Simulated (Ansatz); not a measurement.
## Dielectric response of LiCl (001) films

Aim: the electronic and static ε of rocksalt LiCl (001) from films of several thicknesses in a field.

Program: Ansatz 0.2.0. Level of theory: plane-wave DFT, PBE, Ansatz PAW, in the first sound run; inputs show where later runs differ. Results are calculated unless marked as measured.

## Step 1: Starting point

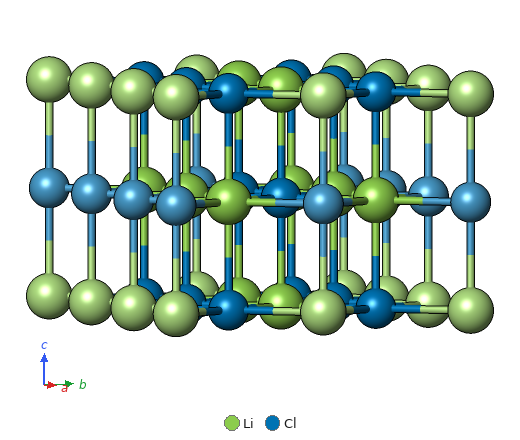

The cell as given, from the side, with the c axis up (lithium green, chlorine blue). 2×1×1 cells are drawn. Some periodic images of atoms are drawn too.

The cell holds 6 atoms: 3 Li and 3 Cl. Its edges and angles: a = 3.635 Å, b = 3.635 Å, c = 23.140 Å, α = 90.0°, β = 90.0°, γ = 90.0°. It derives from LiCl (rocksalt LiCl). Vacuum lies along c.

## Step 2: Relaxation, 6 atoms, units 3

The structure is relaxed first, because levels and dipoles at a surface follow the positions of the outer atoms.

Input file input.yaml:

```yaml
crystal:
  lattice:
    - [3.63452886, 0.0, 0.0]
    - [0.0, 3.63452886, 0.0]
    - [0.0, 0.0, 23.14]
  atoms:
    - { symbol: Li, position: [0.5, 0.5, 0.3889369058] }
    - { symbol: Cl, position: [0.0, 0.0, 0.3889369058] }
    - { symbol: Li, position: [0.0, 0.0, 0.5] }
    - { symbol: Cl, position: [0.5, 0.5, 0.5] }
    - { symbol: Li, position: [0.5, 0.5, 0.6110630942] }
    - { symbol: Cl, position: [0.0, 0.0, 0.6110630942] }
kpoints:
  mp_grid: { grid: [8, 8, 1] }
hamiltonian:
  xc: pbe
scf:
  occupations: { method: fixed }
  convergence: { dr2_threshold: 1.0e-09 }
efield:
  axis: 3
  dipole_correction: true
  ramp_position: 0.97
  ramp_width: 0.06
relax:
  f_tol: 0.003
  max_steps: 100
output:
  write_potential: true
  write_density: true
  volumetric_format: npy
```

The run is started by

```console
$ ansatz run input.yaml --threads 8 --pin off --max-ram 12288MiB --backend cpu --events-out ev --progress --plain --runs-dir out
```

Numbers of over 12 decimals in the logs are rounded to 6 here.

Log:

```text
Engine: ansatz 0.2.0, aarch64-unknown-linux-gnu
Pseudopotentials: kind: paw
Pseudopotential: Li, paw, valence charge 3, recommended cutoff 420 eV (normal), Li.paw.azcp
Pseudopotential: Cl, paw, valence charge 7, recommended cutoff 420 eV (normal), Cl.paw.azcp
Functional definition: PBE
  parameter kappa = 0.804
  parameter beta = 0.066725
  exchange = pbe_x(kappa = kappa, mu = beta*pi^2/3)
  correlation = pbe_c(beta = beta)
Crystal: 6 atoms, lattice volume = 305.675 Å³
Basis set: ecut = 420 eV, 5933 PW (Γ), exchange–correlation on 50×50×320 points (8 copies of the dense FFT grid, shifted against one another)
Bands: 21, of which v1, the nominal top of the filled ones, is band 15 counted from 1 (14 counted from 0)
Symmetry: 8 space group operations
k-points: 15 of 64
Non-local potential: Li, projectors of the file, l = 0: 3, l = 1: 2, l = 2: 1
Non-local potential: Cl, projectors of the file, l = 0: 2, l = 1: 2, l = 2: 2
PAW form: soft (Blöchl's): semilocal exchange-correlation on the pseudo side does not see the compensation charge
PAW one-centre angular grid: Li, 110 points (default); XC on 64 Gauss nodes
PAW one-centre angular grid: Cl, 110 points (default); XC on 64 Gauss nodes
Initial density: superposition of atomic densities (neutral atoms: chi_scale 0, normalization atom), corrected by the library's trained network
Initial wavefunctions: pseudopotential atomic-orbital guess
Functional: x = pbe(κ = 0.804, μ = 0.219515), c = pbe(β = 0.066725)
SCF iter   1: F=—  HF=-3863.240738 eV  |F-HF|=—  |Δ(HF+E_count)|=         —  Δρ=4.14e-4  dr2=1.49e-3  ethr=1.77e-3  p=0.000 e·Å  D=3.44e-14 V/Å  ΔV_dip=-0.00 eV  dr2_dipole=3.85e-10  V_vac-E_F(+/−)=6.68/6.68 eV  ⟨swp⟩=5.5  Hψ=1441  notcnv=0  defer=55
efield: sawtooth ramp at fractional position 0.9700 (set: `efield.ramp_position`, or a place that a band, a saddle search or an elastic batch's reference lends), width 0.0600; the density the first Hamiltonian is built on has a dipole p = 0.000 e·Å; the dipole correction subtracts the counter field D = 3.44e-14 V/Å, which shifts the + side's vacuum level by -0.00 eV against the − side's; the planar-averaged density in the ramp window peaks in size at 2.9e-6 e/Å³
preconditioner: auto → Resta (q_TF=auto, 1.853 Å⁻¹)  ε∞=1.8  [insulator: Δε(μ)=5.460 eV  Ē_g=11.872 eV  n_scr=32 (ndim 8)  ℏωp=10.4 eV  f_vac=0.620  ε∞_Penn≈1.8  vacuum switching on, ρ_ref=1.0e-2 e/Å³]
SCF iter   2: F=—  HF=-3863.240249 eV  |F-HF|=—  |Δ(HF+E_count)|=   4.89e-4  Δρ=2.24e-4  dr2=2.69e-4  ethr=4.96e-6  p=0.000 e·Å  D=6.26e-6 V/Å  ΔV_dip=-0.00 eV  dr2_dipole=4.21e-10  V_vac-E_F(+/−)=6.61/6.61 eV  ⟨swp⟩=3.4  Hψ=689  notcnv=0  defer=59
density mixer auto → msr1: gapped (density of states about μ 0.00 of a free-electron gas's, 32 screened modes)
SCF iter   3: F=—  HF=-3863.240189 eV  |F-HF|=—  |Δ(HF+E_count)|=   5.99e-5  Δρ=7.92e-5  dr2=3.99e-5  ethr=8.95e-7  p=-0.000 e·Å  D=-2.22e-6 V/Å  ΔV_dip=0.00 eV  dr2_dipole=6.53e-11  V_vac-E_F(+/−)=6.59/6.59 eV  ⟨swp⟩=2.1  Hψ=472  notcnv=0  defer=59
SCF iter   4: F=—  HF=-3863.240214 eV  |F-HF|=—  |Δ(HF+E_count)|=   2.53e-5  Δρ=1.75e-5  dr2=1.37e-6  ethr=1.33e-7  p=0.000 e·Å  D=1.69e-6 V/Å  ΔV_dip=-0.00 eV  dr2_dipole=3.35e-11  V_vac-E_F(+/−)=6.58/6.58 eV  ⟨swp⟩=2.7  Hψ=474  notcnv=0  defer=59
SCF iter   5: F=—  HF=-3863.240085 eV  |F-HF|=—  |Δ(HF+E_count)|=   1.29e-4  Δρ=5.65e-6  dr2=7.36e-8  ethr=4.55e-9  p=-0.000 e·Å  D=-1.42e-6 V/Å  ΔV_dip=0.00 eV  dr2_dipole=2.21e-11  V_vac-E_F(+/−)=6.57/6.57 eV  ⟨swp⟩=2.1  Hψ=482  notcnv=0  defer=59
SCF iter   6: F=—  HF=-3863.240085 eV  |F-HF|=—  |Δ(HF+E_count)|=   2.01e-7  Δρ=1.36e-6  dr2=7.03e-9  ethr=2.45e-10  p=0.000 e·Å  D=2.10e-6 V/Å  ΔV_dip=-0.00 eV  dr2_dipole=5.32e-11  V_vac-E_F(+/−)=6.57/6.57 eV  ⟨swp⟩=2.0  Hψ=474  notcnv=0  defer=59
SCF iter   7: F=-3863.240085 eV  HF=-3863.240085 eV  |F-HF|=3.64e-11  |Δ(HF+E_count)|=   1.73e-9  Δρ=3.73e-7  dr2=4.59e-10  ethr=3.33e-12  p=-0.000 e·Å  D=-6.67e-7 V/Å  ΔV_dip=0.00 eV  dr2_dipole=5.25e-12  V_vac-E_F(+/−)=6.57/6.57 eV  ⟨swp⟩=7.7  Hψ=1657  notcnv=0
SCF 1 converged in 7 iterations: F = -3863.240085 eV  dr2 = 4.59e-10
  greatest PAW one-centre occupation: 1.000 electrons in one spin orbital (limit 2), on the Li atom at site 4 (counted from 0), in its partial waves of l = 0
relax step   1: F+E_penalty+E_count = -3863.24008523 eV  Δ(F+E_penalty+E_count) = +0.000e0 eV  max|allowed force component| = 3.140e-1 eV/Å  Δτ_max = 0.0000 Å  (7 SCF iters, accepted)
Initial density: handed on by an earlier stage of this run
Initial wavefunctions: those handed on with the density
iter 1 solved again at ethr=2.88e-4 eV; its pass at ethr=3.10e-3 eV (dr2=8.63e-2 eV) is discarded
SCF iter   1: F=—  HF=-3863.311444 eV  |F-HF|=—  |Δ(HF+E_count)|=         —  Δρ=1.78e-3  dr2=8.64e-2  ethr=2.88e-4  p=-0.000 e·Å  D=-6.67e-7 V/Å  ΔV_dip=0.00 eV  dr2_dipole=1.22e-11  V_vac-E_F(+/−)=6.64/6.64 eV  ⟨swp⟩=1.3  Hψ=1432  notcnv=0  defer=45
efield: sawtooth ramp at fractional position 0.9700 (set: `efield.ramp_position`, or a place that a band, a saddle search or an elastic batch's reference lends), width 0.0600; the density the first Hamiltonian is built on has a dipole p = -0.000 e·Å; the dipole correction subtracts the counter field D = -6.67e-7 V/Å, which shifts the + side's vacuum level by +0.00 eV against the − side's; the planar-averaged density in the ramp window peaks in size at 7.8e-7 e/Å³
preconditioner: auto → Resta (q_TF=auto, 1.853 Å⁻¹)  ε∞=1.8  [insulator: Δε(μ)=5.778 eV  Ē_g=11.963 eV  n_scr=32 (ndim 8)  ℏωp=10.4 eV  f_vac=0.622  ε∞_Penn≈1.8  vacuum switching on, ρ_ref=1.0e-2 e/Å³]
SCF iter   2: F=—  HF=-3863.288150 eV  |F-HF|=—  |Δ(HF+E_count)|=   2.33e-2  Δρ=1.07e-3  dr2=6.44e-3  ethr=2.88e-4  p=0.000 e·Å  D=4.55e-7 V/Å  ΔV_dip=-0.00 eV  dr2_dipole=4.19e-14  V_vac-E_F(+/−)=6.96/6.96 eV  ⟨swp⟩=3.1  Hψ=455  notcnv=0  defer=60  κ⁻¹=1.0e0(r=1)
density mixer auto → broyden: gapped, where msr1 would fit the directions that read negative (density of states about μ 0.00 of a free-electron gas's, 32 screened modes)
SCF iter   3: F=—  HF=-3863.286746 eV  |F-HF|=—  |Δ(HF+E_count)|=   1.40e-3  Δρ=3.81e-4  dr2=1.15e-3  ethr=2.15e-5  p=0.000 e·Å  D=5.34e-7 V/Å  ΔV_dip=-0.00 eV  dr2_dipole=5.98e-14  V_vac-E_F(+/−)=7.06/7.06 eV  ⟨swp⟩=3.7  Hψ=607  notcnv=0  defer=60  κ⁻¹=3.2e-2(r=2)
SCF iter   4: F=—  HF=-3863.286519 eV  |F-HF|=—  |Δ(HF+E_count)|=   2.28e-4  Δρ=1.49e-4  dr2=5.11e-5  ethr=3.85e-6  p=0.000 e·Å  D=6.70e-7 V/Å  ΔV_dip=-0.00 eV  dr2_dipole=3.57e-14  V_vac-E_F(+/−)=7.14/7.14 eV  ⟨swp⟩=3.8  Hψ=529  notcnv=0  defer=60  κ⁻¹=4.9e-4(r=3)
[...]
SCF iter   2: F=—  HF=-3863.293452 eV  |F-HF|=—  |Δ(HF+E_count)|=   3.56e-3  Δρ=3.88e-4  dr2=4.72e-4  ethr=4.02e-5  p=0.000 e·Å  D=1.63e-7 V/Å  ΔV_dip=-0.00 eV  dr2_dipole=5.30e-14  V_vac-E_F(+/−)=7.08/7.08 eV  ⟨swp⟩=2.8  Hψ=576  notcnv=0  defer=59  κ⁻¹=1.0e0(r=1)
density mixer auto → broyden: gapped, where msr1 would fit the directions that read negative (density of states about μ 0.00 of a free-electron gas's, 32 screened modes)
SCF iter   3: F=—  HF=-3863.293275 eV  |F-HF|=—  |Δ(HF+E_count)|=   1.77e-4  Δρ=1.32e-4  dr2=7.76e-5  ethr=1.57e-6  p=0.000 e·Å  D=2.42e-7 V/Å  ΔV_dip=-0.00 eV  dr2_dipole=1.89e-13  V_vac-E_F(+/−)=7.06/7.06 eV  ⟨swp⟩=2.5  Hψ=458  notcnv=0  defer=60  κ⁻¹=1.7e-2(r=2)
SCF iter   4: F=—  HF=-3863.293250 eV  |F-HF|=—  |Δ(HF+E_count)|=   2.51e-5  Δρ=2.96e-5  dr2=1.52e-6  ethr=2.59e-7  p=0.000 e·Å  D=2.04e-8 V/Å  ΔV_dip=-0.00 eV  dr2_dipole=2.59e-14  V_vac-E_F(+/−)=7.05/7.05 eV  ⟨swp⟩=2.4  Hψ=462  notcnv=0  defer=59  κ⁻¹=8.0e-5(r=3)
SCF iter   5: F=—  HF=-3863.293119 eV  |F-HF|=—  |Δ(HF+E_count)|=   1.31e-4  Δρ=4.28e-6  dr2=5.32e-8  ethr=5.07e-9  p=0.000 e·Å  D=1.26e-7 V/Å  ΔV_dip=-0.00 eV  dr2_dipole=1.00e-14  V_vac-E_F(+/−)=7.05/7.05 eV  ⟨swp⟩=2.5  Hψ=468  notcnv=0  defer=49  κ⁻¹=4.8e-6(r=4)
SCF iter   6: F=—  HF=-3863.293119 eV  |F-HF|=—  |Δ(HF+E_count)|=  1.09e-10  Δρ=1.18e-6  dr2=4.26e-9  ethr=1.77e-10  p=0.000 e·Å  D=8.56e-8 V/Å  ΔV_dip=-0.00 eV  dr2_dipole=2.11e-15  V_vac-E_F(+/−)=7.05/7.05 eV  ⟨swp⟩=2.2  Hψ=439  notcnv=0  defer=49  κ⁻¹=3.6e-7(r=5)
SCF iter   7: F=-3863.293119 eV  HF=-3863.293119 eV  |F-HF|=6.51e-10  |Δ(HF+E_count)|=   1.25e-9  Δρ=4.77e-7  dr2=3.68e-10  ethr=3.33e-12  p=0.000 e·Å  D=1.04e-7 V/Å  ΔV_dip=-0.00 eV  dr2_dipole=7.94e-15  V_vac-E_F(+/−)=7.05/7.05 eV  ⟨swp⟩=7.6  Hψ=1625  notcnv=0
SCF 3 converged in 7 iterations: F = -3863.293119 eV  dr2 = 3.68e-10
relax step   3: F+E_penalty+E_count = -3863.29311892 eV  Δ(F+E_penalty+E_count) = -6.716e-3 eV  max|allowed force component| = 1.271e-2 eV/Å  Δτ_max = 0.0475 Å  (7 SCF iters, accepted)
SCF iter   1: F=—  HF=-3863.293421 eV  |F-HF|=—  |Δ(HF+E_count)|=         —  Δρ=1.34e-4  dr2=1.31e-4  ethr=1.63e-5  p=0.000 e·Å  D=1.04e-7 V/Å  ΔV_dip=-0.00 eV  dr2_dipole=2.40e-14  V_vac-E_F(+/−)=7.05/7.05 eV  ⟨swp⟩=3.2  Hψ=732  notcnv=0  defer=60
efield: sawtooth ramp at fractional position 0.9700 (set: `efield.ramp_position`, or a place that a band, a saddle search or an elastic batch's reference lends), width 0.0600; the density the first Hamiltonian is built on has a dipole p = 0.000 e·Å; the dipole correction subtracts the counter field D = 1.04e-7 V/Å, which shifts the + side's vacuum level by -0.00 eV against the − side's; the planar-averaged density in the ramp window peaks in size at 4.9e-7 e/Å³
preconditioner: auto → Resta (q_TF=auto, 1.853 Å⁻¹)  ε∞=1.7  [insulator: Δε(μ)=5.775 eV  Ē_g=12.073 eV  n_scr=32 (ndim 8)  ℏωp=10.4 eV  f_vac=0.621  ε∞_Penn≈1.7  vacuum switching on, ρ_ref=1.1e-2 e/Å³]
SCF iter   2: F=—  HF=-3863.293395 eV  |F-HF|=—  |Δ(HF+E_count)|=   2.59e-5  Δρ=6.24e-5  dr2=1.04e-5  ethr=4.37e-7  p=0.000 e·Å  D=5.43e-8 V/Å  ΔV_dip=-0.00 eV  dr2_dipole=1.05e-14  V_vac-E_F(+/−)=7.05/7.05 eV  ⟨swp⟩=2.0  Hψ=565  notcnv=0  defer=60  κ⁻¹=1.0e0(r=1)
density mixer auto → broyden: gapped, where msr1 would fit the directions that read negative (density of states about μ 0.00 of a free-electron gas's, 32 screened modes)
SCF iter   3: F=—  HF=-3863.293397 eV  |F-HF|=—  |Δ(HF+E_count)|=   2.25e-6  Δρ=2.93e-5  dr2=2.62e-6  ethr=3.46e-8  p=0.000 e·Å  D=1.61e-8 V/Å  ΔV_dip=-0.00 eV  dr2_dipole=1.42e-14  V_vac-E_F(+/−)=7.05/7.05 eV  ⟨swp⟩=1.6  Hψ=307  notcnv=0  defer=47  κ⁻¹=2.6e-2(r=2)
SCF iter   4: F=—  HF=-3863.293265 eV  |F-HF|=—  |Δ(HF+E_count)|=   1.33e-4  Δρ=4.51e-6  dr2=4.41e-8  ethr=8.75e-9  p=-0.000 e·Å  D=-6.01e-8 V/Å  ΔV_dip=0.00 eV  dr2_dipole=8.66e-14  V_vac-E_F(+/−)=7.05/7.05 eV  ⟨swp⟩=2.7  Hψ=453  notcnv=0  defer=35  κ⁻¹=4.2e-4(r=3)
SCF iter   5: F=—  HF=-3863.293265 eV  |F-HF|=—  |Δ(HF+E_count)|=   2.74e-8  Δρ=1.21e-6  dr2=2.97e-9  ethr=1.47e-10  p=0.000 e·Å  D=8.46e-8 V/Å  ΔV_dip=-0.00 eV  dr2_dipole=2.62e-14  V_vac-E_F(+/−)=7.05/7.05 eV  ⟨swp⟩=2.0  Hψ=461  notcnv=0  defer=35  κ⁻¹=5.5e-5(r=4)
SCF iter   6: F=-3863.293265 eV  HF=-3863.293265 eV  |F-HF|=4.14e-10  |Δ(HF+E_count)|=   4.19e-9  Δρ=3.11e-7  dr2=1.94e-10  ethr=3.33e-12  p=0.000 e·Å  D=1.44e-8 V/Å  ΔV_dip=-0.00 eV  dr2_dipole=6.82e-15  V_vac-E_F(+/−)=7.05/7.05 eV  ⟨swp⟩=7.6  Hψ=1619  notcnv=0
SCF 4 converged in 6 iterations: F = -3863.293265 eV  dr2 = 1.94e-10
relax step   4: F+E_penalty+E_count = -3863.29326467 eV  Δ(F+E_penalty+E_count) = -1.457e-4 eV  max|allowed force component| = 2.554e-3 eV/Å  Δτ_max = 0.0078 Å  (6 SCF iters, accepted)
NSCF: frozen V_eff on 15 k-points
the band table was solved once a step of the walk had ended and its energy, with any forces and stress, was formed, with the checks that follow a solve (2683 applications of the Hamiltonian). They found nothing against the state; the energy, forces and stress were not computed again (output.eigenvalues in the input reference)
SCF converged after 6 iterations
Stability not checked: this state was not tested for a lower state beside it, because the mixer in use, unlike msr1, does not test its closes by its own steps (another_mixer; see scf.mixing.algorithm and scf.lower_state_search)
Free energy (F): -3863.293265 eV
Harris-Foulkes:  -3863.293265 eV  (|F-HF|=4.14e-10)
Internal energy: -3863.293265 eV  (E = F + TS)
E sigma→0 (E₀):  -3863.293265 eV
Fermi energy:    -4.138067 eV
Dipole field:    D = 0.000000 V/Å  (p = 0.000000 e·Å, saw-weighted, corrected)
Work function:   Φ+ = 7.0513 eV   Φ− = 7.0513 eV
Levels:          The Fermi level and band energies are counted from a zero that moves with the ramp; work functions are not
--- Per-component energies (eV) ---
  E_band       = -482.670011
  E_kinetic    = 549.361022
  E_local      = -11961.381688  (includes V_loc(G=0)·N_el)
  E_nonlocal   = -14.373912
  E_hartree    = 5691.227315
  E_xc         = -355.123263
  E_vxc        = -409.539705  (∫ρ·V_xc dr)
  E_paw        = -2041.216688  (= ΣΔE_a)
  E_vpaw       = -29.190591  (= ΣTr[D̂ρ^β])
  E_aug_tail   = 0.000291  (compensation charges beyond the density's cutoff)
  E_efield     = 0.000000  (sawtooth field / dipole correction)
  E_vefield    = 0.000000  (∫n·V_field dr)
  E_ewald      = 4268.213657
  E_smearing   = -0.000000  (= −TS)
  E_closure    = 0.000000  (closes the sum)
  Σ components = -3863.293265   (vs F -3863.293265, Δ=0.00e0)
--- Forces (eV/Å), atoms counted from 1 ---
  atom   1  Li     0.00000000     0.00000000     0.00255401
  atom   2  Cl     0.00000000     0.00000000     0.00087043
  atom   3  Li     0.00000000     0.00000000    -0.00000004
  atom   4  Cl     0.00000000     0.00000000     0.00000046
  atom   5  Li    -0.00000000     0.00000000    -0.00255439
  atom   6  Cl    -0.00000000     0.00000000    -0.00087056
  max |Σ_I F_I| component: 9.06e-8 eV/Å
--- Band table (eV; the first three rows and the last of 15) ---
  k-point 0: bands = [... 11 lower, -4.4659, -4.4611, -4.2455, -4.2455, 1.6283, 1.9309, 2.9427, 3.4965, ... 2 higher]
  k-point 1: bands = [... 11 lower, -4.5128, -4.4211, -4.3399, -4.2238, 1.8939, 2.0694, 3.1260, 3.6335, ... 2 higher]
  k-point 2: bands = [... 11 lower, -4.6447, -4.4186, -4.3087, -4.1781, 2.3847, 2.5034, 3.3342, 3.7582, ... 2 higher]
  k-point 14: bands = [... 11 lower, -5.5060, -5.5060, -4.6325, -4.6197, 3.6360, 3.9194, 4.1768, 4.4722, ... 2 higher]
--- Relaxed structure (4 steps of the walk, 4 accepted, 0 SCFs on fresh bases) ---
  F+E_penalty+E_count = -3863.29326467 eV   max|allowed force component| = 2.554e-3 eV/Å
  atoms:
    - { symbol: Li, position: [0.5, 0.5, 0.393960] }
    - { symbol: Cl, position: [0, 0.0, 0.386734] }
    - { symbol: Li, position: [0, 0.0, 0.500000] }
    - { symbol: Cl, position: [0.5, 0.5, 0.500000] }
    - { symbol: Li, position: [0.5, 0.5, 0.606040] }
    - { symbol: Cl, position: [0, 0.0, 0.613266] }
```

Run time: 4.8 s. Hardware: 8 threads of Arm Neoverse V1, shared host; peak memory 0.67 GiB; 31 s of CPU time.

Relaxation path:

```
step  energy less that of the first step (eV)  largest force component (eV/Å)
   1                                   0.0000                          0.3140
   2                                  -0.0463                          0.1275
   3                                  -0.0530                          0.0127
   4                                  -0.0532                          0.0026
```

The run keeps the 8 symmetry operations that it works with, so distortions that break them were not tested.

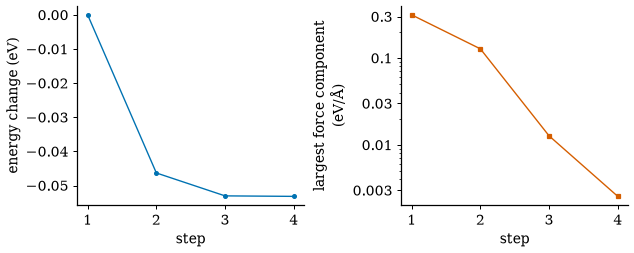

Energy and largest force along the relaxation.

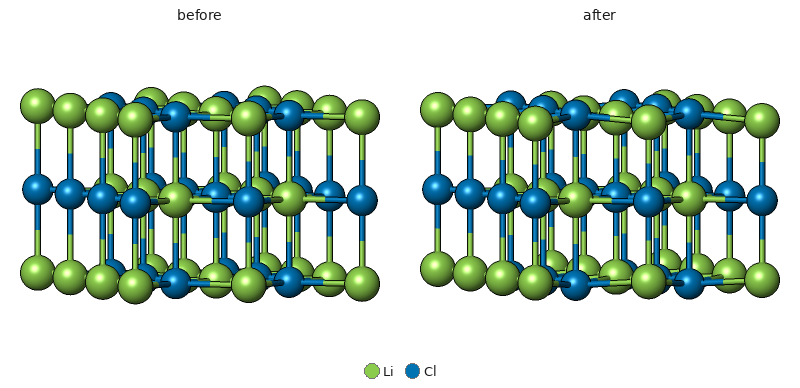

The structure before and after the relaxation, drawn at the same scale.

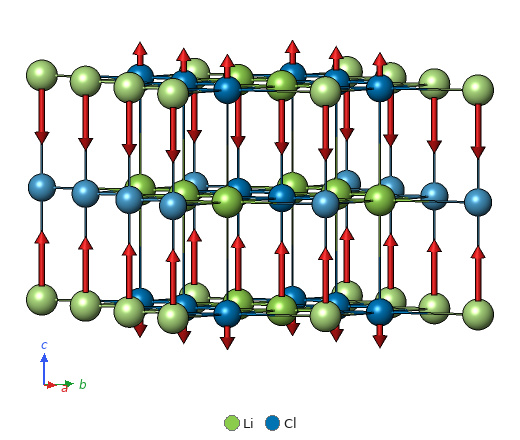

Displacements in the relaxation, exaggerated; the longest in the cell stands for 0.12 Å. 2×1×1 cells are drawn. Some periodic images of atoms are drawn too.

The atoms that moved most (Å):

```csv
atom,dx,dy,dz,length
Li1,0.000,0.000,0.116,0.116
Li5,0.000,0.000,-0.116,0.116
Cl6,0.000,0.000,0.051,0.051
Cl2,0.000,0.000,-0.051,0.051
```

The relaxed structure:

```xyz
6
Lattice="3.6345 0.0000 0.0000 0.0000 3.6345 0.0000 0.0000 0.0000 23.1400" Properties=species:S:1:pos:R:3
Li    1.8173    1.8173    9.1162
Cl    0.0000    0.0000    8.9490
Li    0.0000    0.0000   11.5700
Cl    1.8173    1.8173   11.5700
Li    1.8173    1.8173   14.0238
Cl    0.0000    0.0000   14.1910
```

Numbers from this step:

```
gap on the k-mesh             : 5.766 eV
dipole along the normal       : 1.76e-7 e·Å
ionisation energy, upper face : 7.051 eV
electron affinity, upper face : 1.285 eV
```

Running mean over 2.57 Å of the planar mean; the ramp of the sawtooth is left out. Table of electron's electrostatic potential energy less the highest filled level by z:

| z (Å) | electron's electrostatic potential energy less the highest filled level (eV) |
| --- | --- |
| 4 | 7.05 |
| 5 | 7.05 |
| 6 | 7.03 |
| 7 | 6.47 |
| 8 | 2.35 |
| 9 | 0.512 |
| 10 | 0.356 |
| 11 | 0.229 |
| 12 | 0.220 |
| 13 | 0.327 |
| 14 | 0.469 |
| 15 | 1.78 |
| 16 | 6.15 |
| 17 | 7.01 |
| 18 | 7.05 |
| 19 | 7.05 |
| 20 | 7.05 |

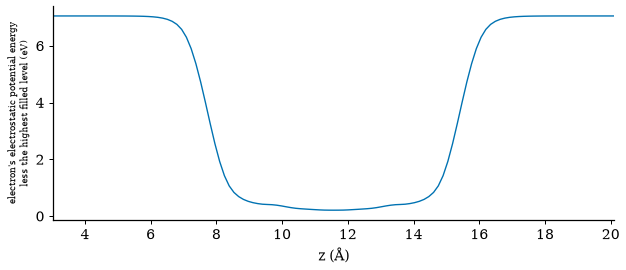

Electron's electrostatic potential energy less the highest filled level against z.

The relaxation took 4 steps and lowered the energy by 0.053 eV; the largest force on the free atoms ends at 0.0026 eV/Å.

The gap is 5.77 eV, with the valence edge 7.05 eV and the conduction edge 1.28 eV under the upper vacuum level.

(Part 1 of 5 ends here.)

[Logs are printed without paths, hosts, clocks, repeated set-up lines and the standing remarks that a program may print on its own settings, such as how far it seeks lower states.]

[Hosts, paths, dates, database ids (printed as entryN), source tags and the programs' standing remarks are cut or masked in the printed files.]

[Maps of the electrostatic potential energy from Ansatz leave out the sawtooth potential of an applied field or a dipole correction, so their vacuum need not be flat; planar profiles and work functions include it.]
